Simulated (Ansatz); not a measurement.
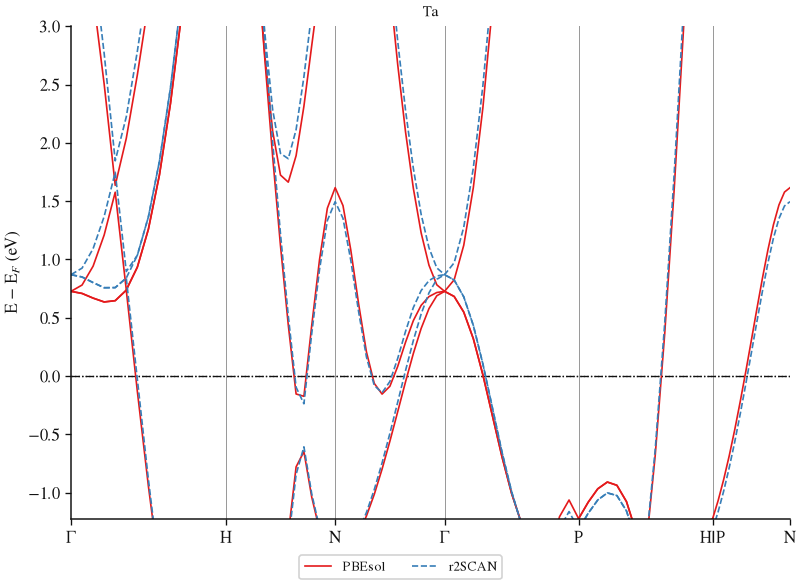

Band structures of bcc Ta, space group Im-3m, 1 atom in the primitive cell (cubic a = 3.303 Å), by two methods on the same cell. Each is counted from its own Fermi level.

### How do the methods compare?

Both give a metal. Levels within 1 eV of the Fermi level differ by 0.10 eV on average and by 0.16 eV at most (between Γ and H). Filled levels 1 to 5 eV under it lie 0.08 eV deeper on average in r2SCAN than in PBEsol.

Settings. PBEsol: Ansatz PAW, no spin polarisation, no spin-orbit coupling, 11×11×11 k mesh, 420 eV cutoff, Fermi-Dirac smearing of 0.05 eV (Ansatz 0.2.0). r2SCAN: Ansatz PAW, no spin polarisation, no spin-orbit coupling, 11×11×11 k mesh, 500 eV cutoff, Fermi-Dirac smearing of 0.05 eV (Ansatz 0.2.0).

The cell is at −4 GPa in PBEsol and 0 GPa in r2SCAN. Spin-orbit coupling is left out, which matters for Ta. The PAW data sets were made with another functional.
